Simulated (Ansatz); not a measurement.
# Ti$_{6}$O: what the fields show

Input

```
crystal:
  lattice:
    - [5.1032771117, 0.0, 0.0]
    - [-2.5516385559, 4.4195676213, 0.0]
    - [0.0, 0.0, 4.7262844427]
  atoms:
    - { symbol: Ti, position: [0.3305447244, 0.0, 0.2602583414] }
    - { symbol: Ti, position: [0.0, 0.3305447244, 0.2602583414] }
    - { symbol: Ti, position: [0.6694552756, 0.6694552756, 0.2602583414] }
    - { symbol: Ti, position: [0.0, 0.6694552756, 0.7397416586] }
    - { symbol: Ti, position: [0.6694552756, 0.0, 0.7397416586] }
    - { symbol: Ti, position: [0.3305447244, 0.3305447244, 0.7397416586] }
    - { symbol: O, position: [0.0, 0.0, 0.0] }
basis:
  ecutwfc: 500
kpoints:
  mp_grid: { grid: [12, 12, 8] }
  band_path:
    path:
      - [[0.0, 0.0, 0.0], [0.5, 0.0, 0.0], [0.33333333, 0.33333333, 0.0], [0.0, 0.0, 0.0], [0.0, 0.0, 0.5], [0.5, 0.0, 0.5], [0.33333333, 0.33333333, 0.5], [0.0, 0.0, 0.5]]
      - [[0.5, 0.0, 0.5], [0.5, 0.0, 0.0]]
      - [[0.33333333, 0.33333333, 0.5], [0.33333333, 0.33333333, 0.0], [0.33333333, 0.33333333, -0.5]]
    npoints: 14
hamiltonian:
  xc: r2scan
scf:
  occupations: { method: gaussian, width: 0.1 }
  n_extra_bands: 17
output:
  forces: true
  stress: true
  eigenvalues: true
  populations: true
  dos: { projected: true, de: 0.02, nscf_kmesh: { grid: [18, 18, 12] } }
  bader: true
  write_density: true
  write_potential: true
  elf: true
  volumetric_format: npy
```

Launched as:

```sh
ansatz run input.yaml --threads 2 --pin off --max-ram 5120MiB --backend cpu --events-out ev --progress --plain --runs-dir out
```

Below, planes, directions and counts refer to the conventional cell (a = 5.10 Å, b = 5.10 Å, c = 4.73 Å, α = 90.00°, β = 90.00°, γ = 120.00°).

Space group P-31m; computed without spin polarisation.

These are results of Ansatz, DFT r2SCAN, scalar-relativistic, plane waves, PAW, not measurements.

Core electrons are frozen (PAW), and the valence fields are smoothed inside the atomic spheres.

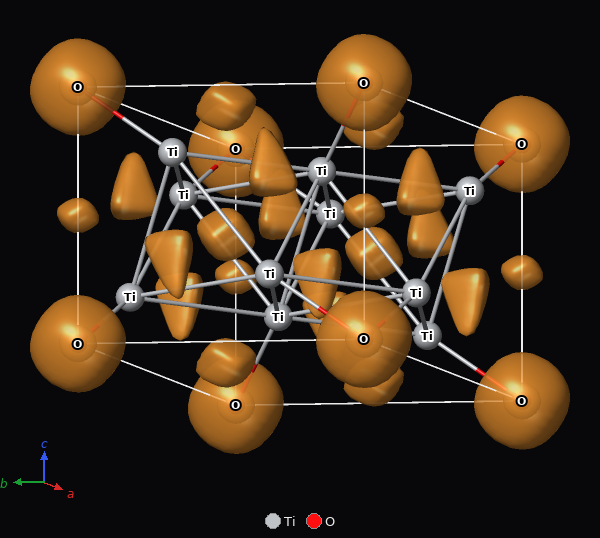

Figure 1. Isosurface of the electron localisation function at 0.65 (orange), seen at an oblique angle. Core shells and regions of very low density are left out. Sticks mark near contacts.

Question: Identify the bonds, lone pairs and shells in this picture.

Answer: The surface consists of one region wrapped around O (its valence shell) and eleven pockets between the atoms, centred on no nucleus (multi-centre or interstitial), counted in one cell of 7 atoms. Any copies at cell faces, edges or corners count once. Along the contacts the grid gives the following. Ti–O (2.09 Å): the ELF peaks at about 0.80 in the valence shell of O, 0.6 Å from its nucleus, and is about 0.10 at the midpoint; no shared electron pair shows on this line. Ti–Ti (2.83 Å): the ELF is about 0.25 at the midpoint (no localised pair shows between them).

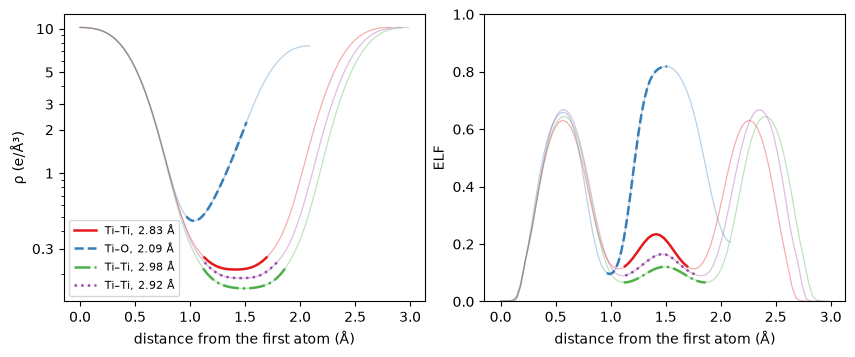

Figure 2. Valence pseudo-density and ELF along straight lines between neighbouring atoms. Thin, pale parts lie inside the atomic spheres.

Question: Compare the contacts.

Answer: Ti–Ti (2.83 Å): ρ is about 0.22 e/Å³ halfway; the ELF is about 0.25 at the midpoint; no localised pair shows between them.
Ti–O (2.09 Å): ρ at the midpoint is about 0.47 e/Å³; the ELF peaks at about 0.80 in the valence shell of O, 0.6 Å from its nucleus, and is about 0.10 at the midpoint (no localised pair shows between them).
Ti–Ti (2.98 Å): ρ at the midpoint is about 0.16 e/Å³; the ELF is about 0.10 at the midpoint; no localised pair shows between them.
Ti–Ti (2.92 Å): the density is about 0.19 e/Å³ at the midpoint; the ELF is about 0.15 at the midpoint; no shared electron pair shows on this line.

Question: Does the calculation make it a metal, or give it a gap?

Answer: It is metallic or semimetallic at this level of theory: no gap opens; semilocal functionals without U, or without the true magnetic order, often close the gap of such compounds.

Question: What Bader charges does the calculation give?

Answer: Electrons move from Ti towards O. Bader charges: Ti +0.25 and O −1.50 e.
